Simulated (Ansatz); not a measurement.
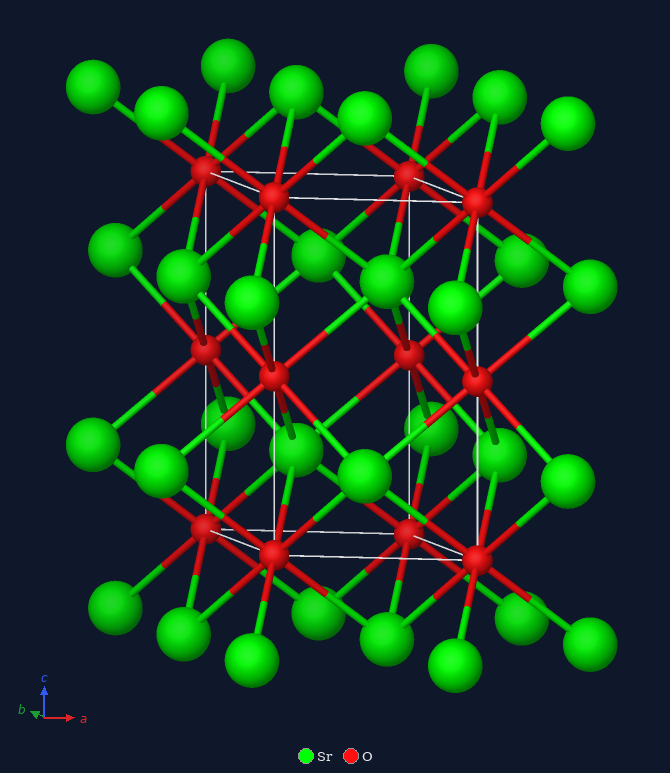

An orthographic ball-and-stick view of the structure, slightly off an axis. One conventional unit cell is framed, with atoms on its boundary repeated. Atoms of adjacent cells appear where they bond to atoms in the box. Cell: a = 3.58 Å, b = 3.58 Å, c = 6.24 Å, α = 90.00°, β = 90.00°, γ = 120.00°.

It goes back to a structure listed in the Materials Project. Earlier steps of the study may have refined or changed the cell and positions. It went into a calculation with Ansatz.

**Explain the picture.**

The material is SrO. Space group P6_3/mmc (No. 194), lattice primitive hexagonal. The arrangement is known as anti-NiAs type. Cell content: 2 Sr, 2 O, that is 2 formula units. The neighbours of Sr are six O in a distorted trigonal prismatic arrangement at about 2.6 Å. The coordination shell of O holds six Sr in an octahedral arrangement at about 2.6 Å. The bonds build a three-dimensional framework.

Electronic-structure method: DFT PBE, scalar-relativistic, plane waves, PAW (Ansatz 0.2.0). Parameters: a kinetic-energy cutoff of 420 eV, a 9×9×4 mesh of k-points, Gaussian smearing of 0.02 eV, no spin polarisation.

**Metal or not?**

A semiconductor at this level, with a gap of 2.97 eV, direct.

**Predict the Bader charges.**

Sr +1.48 e; O -1.48 e.

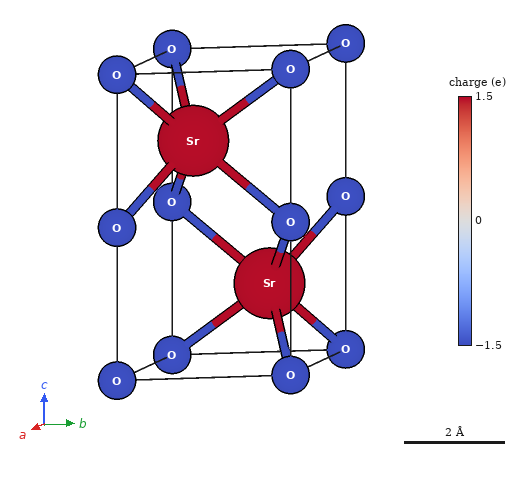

The atoms coloured by those charges. The run's cell of 4 atoms is drawn.

**Has the structure come to rest?**

Yes. All forces vanish to within 0.01 eV/Å. The pressure is 0.0 GPa, close to zero.
